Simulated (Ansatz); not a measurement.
## Geometry relaxation, with input and output: Ir (part 2 of 2)

The same run, continued: Ir (2 atoms in the cell); DFT PBE, scalar-relativistic, plane waves, PAW, no spin polarisation (Ansatz 0.2.0); cutoff 420 eV, 18×18×14 k-mesh, Gaussian smearing of 0.1 eV. The structure derives from a Materials Project entry. It belongs to a series of runs on one base structure; here: biaxial strain in the a-b plane, c and atoms relaxed: -2.0 %.

Geometry of the input (Å; fractional positions):
```
1.8966  1.8966  0.0000
-1.8966  1.8966  0.0000
0.0000  0.0000  3.9171
Ir 0.0000  0.0000  0.0000
Ir 0.5000  0.5000  0.5000
```

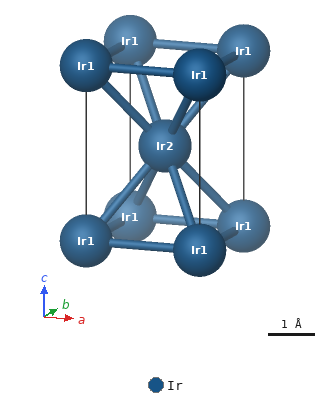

**Figure 1.** The geometry at step 2 of the log (ball-and-stick view of the cell of the calculation, seen slightly off an axis; atoms are numbered from 1 in the order of the input).

### Log, continued
```
SCF iter   1: F=—  HF=-23870.576086 eV  |F-HF|=—  |Δ(HF+E_count)|=         —  Δρ=4.70e-4  dr2=2.96e-5  ethr=9.96e-8  ⟨swp⟩=2.3  Hψ=53408  notcnv=0
preconditioner: auto → none  [metal: Δε(μ)=0.013 eV  Ē_g=8.076 eV  σ=0.100 eV  W_gap=0.07  n_scr=6 (ndim 8)  ℏωp=29.6 eV  f_vac=0.000  D(μ)=1.72/eV (n_scr^D=20)]
SCF iter   2: F=—  HF=-23870.576051 eV  |F-HF|=—  |Δ(HF+E_count)|=   3.57e-5  Δρ=1.98e-4  dr2=2.94e-6  ethr=8.70e-8  ⟨swp⟩=2.6  Hψ=14444  notcnv=0
SCF iter   3: F=—  HF=-23870.576052 eV  |F-HF|=—  |Δ(HF+E_count)|=   1.95e-6  Δρ=4.60e-5  dr2=1.39e-7  ethr=8.65e-9  ⟨swp⟩=1.3  Hψ=10390  notcnv=0
SCF iter   4: F=—  HF=-23870.576053 eV  |F-HF|=—  |Δ(HF+E_count)|=   1.05e-7  Δρ=4.85e-6  dr2=1.71e-9  ethr=4.10e-10  ⟨swp⟩=2.1  Hψ=13065  notcnv=0
SCF iter   5: F=—  HF=-23870.576053 eV  |F-HF|=—  |Δ(HF+E_count)|=  9.60e-10  Δρ=9.24e-7  dr2=5.77e-11  ethr=5.03e-12  ⟨swp⟩=2.1  Hψ=15310  notcnv=0
SCF iter   6: F=-23870.576053 eV  HF=-23870.576053 eV  |F-HF|=7.28e-12  |Δ(HF+E_count)|=  7.28e-12  Δρ=4.44e-8  dr2=2.43e-13  ethr=1.00e-12  ⟨swp⟩=4.0  Hψ=39256  notcnv=0
SCF 3 converged in 6 iterations: F = -23870.576053 eV  dr2 = 2.43e-13
relax step   3: F+E_penalty+E_count = -23870.57605259 eV  Δ(F+E_penalty+E_count) = -7.696e-4 eV  max|allowed force component| = 2.248e-29 eV/Å  Δτ_max = 0.0000 Å  P = +9.359 GPa  Ω = 28.294 Å³  energy of the carried Pulay correction = -6.210e-5 eV  fix = [a, b, gamma]  reactions: a +14.065, b +14.065 GPa  (6 SCF iters, accepted)
Crystal: 2 atoms, lattice volume = 28.291 Å³
iter 1 solved again at ethr=1.28e-11 eV; its pass at ethr=3.10e-3 eV (dr2=4.35e-9 eV) is discarded
SCF iter   1: F=—  HF=-23870.576087 eV  |F-HF|=—  |Δ(HF+E_count)|=         —  Δρ=6.54e-6  dr2=5.29e-9  ethr=1.28e-11  ⟨swp⟩=3.0  Hψ=51631  notcnv=0
preconditioner: auto → none  [metal: Δε(μ)=0.013 eV  Ē_g=8.077 eV  σ=0.100 eV  W_gap=0.07  n_scr=6 (ndim 8)  ℏωp=29.6 eV  f_vac=0.000  D(μ)=1.72/eV (n_scr^D=20)]
iter 2 did not close the SCF: its close was put off for the readings that it lacked (scf_convergence_deferred on its scf_iter line)
SCF iter   2: F=-23870.576054 eV  HF=-23870.576054 eV  |F-HF|=1.71e-10  |Δ(HF+E_count)|=   3.27e-5  Δρ=2.86e-6  dr2=6.80e-10  ethr=1.28e-11  ⟨swp⟩=2.0  Hψ=16710  notcnv=0
iter 3 did not close the SCF: its close was put off for the readings that it lacked (scf_convergence_deferred on its scf_iter line)
SCF iter   3: F=-23870.576054 eV  HF=-23870.576054 eV  |F-HF|=1.82e-11  |Δ(HF+E_count)|=  2.33e-10  Δρ=5.38e-7  dr2=1.64e-11  ethr=2.00e-12  ⟨swp⟩=2.6  Hψ=13409  notcnv=0
iter 4 did not close the SCF: its close was put off for the readings that it lacked (scf_convergence_deferred on its scf_iter line)
SCF iter   4: F=-23870.576054 eV  HF=-23870.576054 eV  |F-HF|=7.28e-12  |Δ(HF+E_count)|=  2.18e-11  Δρ=8.78e-8  dr2=1.31e-12  ethr=1.00e-12  ⟨swp⟩=1.0  Hψ=9240  notcnv=0
iter 5 did not close the SCF: its close was put off for the readings that it lacked (scf_convergence_deferred on its scf_iter line)
SCF iter   5: F=-23870.576054 eV  HF=-23870.576054 eV  |F-HF|=3.64e-12  |Δ(HF+E_count)|=  7.28e-12  Δρ=2.21e-8  dr2=4.11e-14  ethr=1.00e-12  ⟨swp⟩=1.0  Hψ=9240  notcnv=0
SCF iter   6: F=-23870.576054 eV  HF=-23870.576054 eV  |F-HF|=7.28e-12  |Δ(HF+E_count)|=    0.00e0  Δρ=3.89e-9  dr2=1.02e-15  ethr=1.00e-12  ⟨swp⟩=3.0  Hψ=31448  notcnv=0
SCF 4 converged in 6 iterations: F = -23870.576054 eV  dr2 = 1.02e-15
relax step   4: F+E_penalty+E_count = -23870.57605433 eV  Δ(F+E_penalty+E_count) = -1.740e-6 eV  max|allowed force component| = 4.074e-30 eV/Å  Δτ_max = 0.0000 Å  P = +9.391 GPa  Ω = 28.291 Å³  energy of the carried Pulay correction = -6.077e-5 eV  fix = [a, b, gamma]  reactions: a +14.087, b +14.087 GPa  (6 SCF iters, accepted)
Initial wavefunctions: pseudopotential atomic-orbital guess (no wavefunctions were taken with the density)
iter 1 solved again at ethr=5.30e-9 eV; its pass at ethr=3.10e-3 eV (dr2=1.80e-6 eV) is discarded
SCF iter   1: F=—  HF=-23870.576148 eV  |F-HF|=—  |Δ(HF+E_count)|=         —  Δρ=1.66e-5  dr2=1.29e-8  ethr=5.30e-9  ⟨swp⟩=3.5  Hψ=64556  notcnv=0
SCF iter   2: F=—  HF=-23870.576115 eV  |F-HF|=—  |Δ(HF+E_count)|=   3.27e-5  Δρ=7.34e-6  dr2=2.19e-9  ethr=3.79e-11  ⟨swp⟩=2.0  Hψ=16545  notcnv=0
SCF iter   3: F=—  HF=-23870.576115 eV  |F-HF|=—  |Δ(HF+E_count)|=  5.97e-10  Δρ=9.41e-7  dr2=3.59e-11  ethr=6.43e-12  ⟨swp⟩=2.9  Hψ=16530  notcnv=0
iter 4 did not close the SCF: its close was put off for the readings that it lacked (scf_convergence_deferred on its scf_iter line)
SCF iter   4: F=-23870.576115 eV  HF=-23870.576115 eV  |F-HF|=1.82e-11  |Δ(HF+E_count)|=  3.64e-11  Δρ=1.50e-7  dr2=1.47e-12  ethr=1.00e-12  ⟨swp⟩=1.0  Hψ=9240  notcnv=0
iter 5 did not close the SCF: its close was put off for the readings that it lacked (scf_convergence_deferred on its scf_iter line)
SCF iter   5: F=-23870.576115 eV  HF=-23870.576115 eV  |F-HF|=1.09e-11  |Δ(HF+E_count)|=  1.09e-11  Δρ=2.17e-8  dr2=1.11e-13  ethr=1.00e-12  ⟨swp⟩=1.0  Hψ=9240  notcnv=0
iter 6 did not close the SCF: its close was put off for the readings that it lacked (scf_convergence_deferred on its scf_iter line)
SCF iter   6: F=-23870.576115 eV  HF=-23870.576115 eV  |F-HF|=3.64e-12  |Δ(HF+E_count)|=  3.64e-12  Δρ=3.03e-9  dr2=5.55e-16  ethr=1.00e-12  ⟨swp⟩=1.0  Hψ=9240  notcnv=0
iter 7 did not close the SCF: its close was put off for the readings that it lacked (scf_convergence_deferred on its scf_iter line)
SCF iter   7: F=-23870.576115 eV  HF=-23870.576115 eV  |F-HF|=3.64e-12  |Δ(HF+E_count)|=  3.64e-12  Δρ=4.43e-10  dr2=3.62e-17  ethr=1.00e-12  ⟨swp⟩=1.0  Hψ=9240  notcnv=0
SCF iter   8: F=-23870.576115 eV  HF=-23870.576115 eV  |F-HF|=7.28e-12  |Δ(HF+E_count)|=    0.00e0  Δρ=6.77e-11  dr2=5.28e-19  ethr=1.00e-12  ⟨swp⟩=1.1  Hψ=20318  notcnv=0
SCF 5 converged in 8 iterations: F = -23870.576115 eV  dr2 = 5.28e-19
relax step   5: F+E_penalty+E_count = -23870.57611523 eV  Δ(F+E_penalty+E_count) = -6.090e-5 eV  max|allowed force component| = 6.903e-30 eV/Å  Δτ_max = 0.0000 Å  P = +9.387 GPa  Ω = 28.291 Å³  fix = [a, b, gamma]  reactions: a +14.084, b +14.084 GPa  stress off target by 6.77e-3 GPa on what of the cell is left free  SCF on the basis re-selected at this cell (its energy is not comparable with the rows above)  (8 SCF iters)
basis re-selected at this cell: Δ(F+E_penalty+E_count) = -6.090e-5 eV, ΔP = -0.004 GPa vs the last step (what re-selecting the basis moved, of the pressure what is left beyond the Pulay correction that the steps carried, after the strain that the cell walked since its last selection, with what the two solves' SCF thresholds leave and, on support functions, any second-order correction that the steps lacked; it is no measure of the basis error at this ecutwfc). This SCF's stress stands 6.77e-3 GPa from its target on what of the cell is left free (relax.cell.stress_tol is 1.50e-2 GPa) and its largest allowed force component is 6.90e-30 eV/Å (relax.f_tol is 8.00e-3 eV/Å): within both
SCF converged after 8 iterations
Free energy (F): -23870.576115 eV
Harris-Foulkes:  -23870.576115 eV  (|F-HF|=7.28e-12)
Internal energy: -23870.567529 eV  (E = F + TS)
E sigma→0 (E₀):  -23870.571822 eV
Entropy (-TS):   -0.008586 eV (-4.293 meV/atom)
Fermi energy:    25.833763 eV
--- Per-component energies (eV) ---
  E_band       = -164.650612
  E_kinetic    = 1247.157007
  E_local      = -2127.291220  (includes V_loc(G=0)·N_el)
  E_nonlocal   = 145.223508
  E_hartree    = 817.538845
  E_xc         = -536.534544
  E_vxc        = -601.012165  (∫ρ·V_xc dr)
  E_paw        = -18446.875972  (= ΣΔE_a)
  E_vpaw       = -463.805541  (= ΣTr[D̂ρ^β])
  E_aug_tail   = 0.000109  (compensation charges beyond the density's cutoff)
  E_ewald      = -4969.785261
  E_smearing   = -0.008586  (= −TS)
  E_closure    = -0.000000  (closes the sum)
  Σ components = -23870.576115   (vs F -23870.576115, Δ=0.00e0)
--- Forces (eV/Å), atoms counted from 1 ---
  atom   1  Ir     0.00000000     0.00000000    -0.00000000
  atom   2  Ir    -0.00000000    -0.00000000     0.00000000
  max |Σ_I F_I| component: 1.97e-30 eV/Å
--- Stress (GPa, compression-positive) ---
       14.083591      -0.000000       0.000000
       -0.000000      14.083591      -0.000000
        0.000000      -0.000000      -0.006772
  P = ⅓ Tr σ = 9.3868 GPa (93.868 kbar)
--- Band table (eV; the first three rows and the last of 440) ---
  k-point 0: bands = ["-67.0420", "-66.9614", "-24.2774", "-23.7748", "-23.7748", "-23.5472", "-23.5141", "-23.5141", "14.7048", "17.8731", "18.5003", "21.6246", "22.1115", "22.1115", "24.3041", "24.9474", "26.7530", "27.0114", "27.2933", "27.2933", "35.7159"]
  k-point 1: bands = ["-67.0410", "-66.9624", "-24.2688", "-23.7716", "-23.7716", "-23.5569", "-23.5174", "-23.5174", "14.7779", "17.9024", "18.5308", "21.5719", "22.1540", "22.1540", "24.2361", "24.9673", "26.6935", "26.7270", "27.1750", "27.1750", "36.1330"]
  k-point 2: bands = ["-67.0380", "-66.9654", "-24.2433", "-23.7621", "-23.7621", "-23.5856", "-23.5272", "-23.5272", "14.9945", "17.9835", "18.6216", "21.4196", "22.2809", "22.2809", "24.0403", "25.0264", "25.8973", "26.6509", "26.8463", "26.8463", "37.2282"]
  k-point 439: bands = ["-66.9498", "-66.9498", "-24.0676", "-24.0676", "-24.0676", "-24.0676", "-23.8262", "-23.8262", "19.4317", "19.4317", "20.9619", "20.9619", "20.9619", "20.9619", "23.9303", "23.9303", "27.5825", "27.5825", "34.4366", "34.4366", "34.7807"]
--- Relaxed structure (4 steps of the walk, 3 accepted, 1 SCFs on fresh bases) ---
  F+E_penalty+E_count = -23870.57611523 eV   max|allowed force component| = 6.903e-30 eV/Å   (the final SCF, on the basis selected at the relaxed cell)
  cell:  # Å, volume = 28.2913 Å³
    - [1.8966197838, 1.8966197838, -1.5304266783479638e-33]
    - [-1.8966197838, 1.8966197838, 1.47040994586373e-33]
    - [-3.0988231261951254e-33, -6.197646252390252e-35, 3.9324420866162715]
  atoms:
    - { symbol: Ir, position: [0.0, 0.0, 0.0] }
    - { symbol: Ir, position: [0.5, 0.5, 0.5] }
```

### Trajectory as extended XYZ (Å, eV, eV/Å), 5 frames, from step=1 to step=5
```
2
Lattice="1.8966 1.8966 0.0000 -1.8966 1.8966 0.0000 0.0000 0.0000 3.9171" Properties=species:S:1:pos:R:3:forces:R:3 step=1 energy=-23870.57528 pressure_GPa=10.88
Ir    0.0000    0.0000    0.0000    0.0000   0.0000   0.0000
Ir    0.0000    1.8966    1.9586    0.0000   0.0000   0.0000
2
Lattice="1.8966 1.8966 0.0000 -1.8966 1.8966 0.0000 0.0000 0.0000 3.9568" Properties=species:S:1:pos:R:3:forces:R:3 step=2 energy=-23870.57391 pressure_GPa=7.12 accepted=F
Ir    0.0000    0.0000    0.0000    0.0000   0.0000   0.0000
Ir    0.0000    1.8966    1.9784    0.0000   0.0000   0.0000
2
Lattice="1.8966 1.8966 0.0000 -1.8966 1.8966 0.0000 0.0000 0.0000 3.9328" Properties=species:S:1:pos:R:3:forces:R:3 step=3 energy=-23870.57605 pressure_GPa=9.36
Ir    0.0000    0.0000    0.0000    0.0000   0.0000   0.0000
Ir    0.0000    1.8966    1.9664    0.0000   0.0000   0.0000
2
Lattice="1.8966 1.8966 0.0000 -1.8966 1.8966 0.0000 0.0000 0.0000 3.9324" Properties=species:S:1:pos:R:3:forces:R:3 step=4 energy=-23870.57605 pressure_GPa=9.39
Ir    0.0000    0.0000    0.0000    0.0000   0.0000   0.0000
Ir    0.0000    1.8966    1.9662    0.0000   0.0000   0.0000
2
Lattice="1.8966 1.8966 0.0000 -1.8966 1.8966 0.0000 0.0000 0.0000 3.9324" Properties=species:S:1:pos:R:3:forces:R:3 step=5 energy=-23870.57611 pressure_GPa=9.39
Ir    0.0000    0.0000    0.0000    0.0000   0.0000   0.0000
Ir    0.0000    1.8966    1.9662    0.0000   0.0000   0.0000
```

### Results in brief

- outcome: converged
- space group (tolerance 0.01 Å): I4/mmm (139)
- electrons treated: 34
- free energy: −23870.5761 eV
- Fermi energy: 25.834 eV
- gap on the k-point mesh: none (metallic)
- pressure: 9.39 GPa
- final volume: 28.29 Å³
- largest force (length of the vector) at the end: under 0.001 eV/Å
- final cell: a = 2.682 Å, b = 2.682 Å, c = 3.932 Å, α = 90.00°, β = 90.00°, γ = 90.00°
- hardware: 1 thread of AMD EPYC (Zen 3), 32 GiB of memory available, shared host
- wall time: 48 s
- peak memory: 0.55 GiB

### Remarks

Spin–orbit coupling is left out, which matters for Ir.
